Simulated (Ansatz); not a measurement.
Ta

```
Ta
1.0
     0.00000    0.00000   -3.30256
    -3.13743   -3.13743    0.00000
    -3.46769    3.46769    0.00000
Ta
4
Direct
  0.50000 0.50000 0.00000
  0.00000 0.50000 0.50000
  0.50000 0.00000 0.50000
  0.00000 0.00000 0.00000
```

Space group Fmmm; changed on purpose from its base cell (strain -0.1000 x Voigt [0, 0, 0, 0, 0, 1], atoms carried along); computed without spin polarisation.

Theory: DFT r2SCAN, scalar-relativistic, plane waves, PAW in Ansatz.

Question: What can the converged valence pseudo-density and electron localisation function tell about the bonding?

Answer: Ta–Ta (2.77 Å): the density is about 0.36 e/Å³ at the midpoint; the ELF is about 0.30 at the midpoint.
Ta–Ta (2.96 Å): ρ is about 0.26 e/Å³ halfway; the ELF is about 0.30 at the midpoint: no localised pair shows between them.

Question: Does the calculation give a band gap?

Answer: It is metallic or semimetallic at this level of theory: no gap opens.

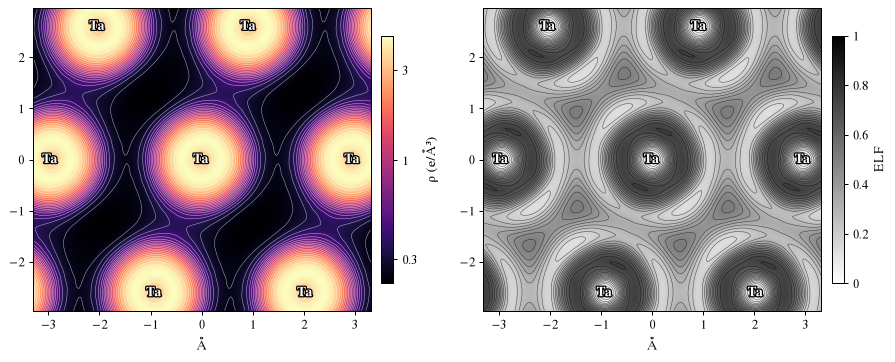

Computed valence pseudo-density and electron localisation function on the (111) plane of the conventional cell, in this order. 

The density is the valence pseudo-density of a PAW calculation; it isn't the true density close to the nuclei.
